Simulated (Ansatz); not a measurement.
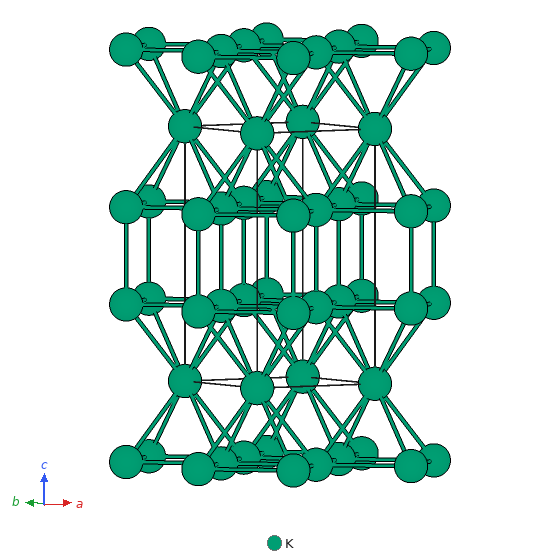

K (space group P4/mmm, No. 123): coordinates from a relaxation with DFT PBEsol, scalar-relativistic, plane waves, PAW in Ansatz 0.2.0.

Bonds are taken as K–K below 5.2 Å. Atoms with one bond or none are removed and atoms with two bonds are replaced by edges, until no such atom is left.

> What kind of net remains, and which atoms are its nodes?

A binodal (7,8)-connected, three-periodic net: K(4i) is a 7-connected node; K(1a) is an 8-connected node, in the ratio 4:1.

> Is the net interpenetrated?

It is a single net, without interpenetration.

> Give the first six terms of the coordination sequence (nodes one, two, three … edges away).

K(4i): 7, 25, 58, 101, 159, 232; K(1a): 8, 28, 54, 108, 164, 214.

> Give the point symbol of each node (shortest cycle at each angle).

K(4i): 3⁴·4⁹·5⁶·6²; K(1a): 3⁸·4⁸·5⁸·6⁴.
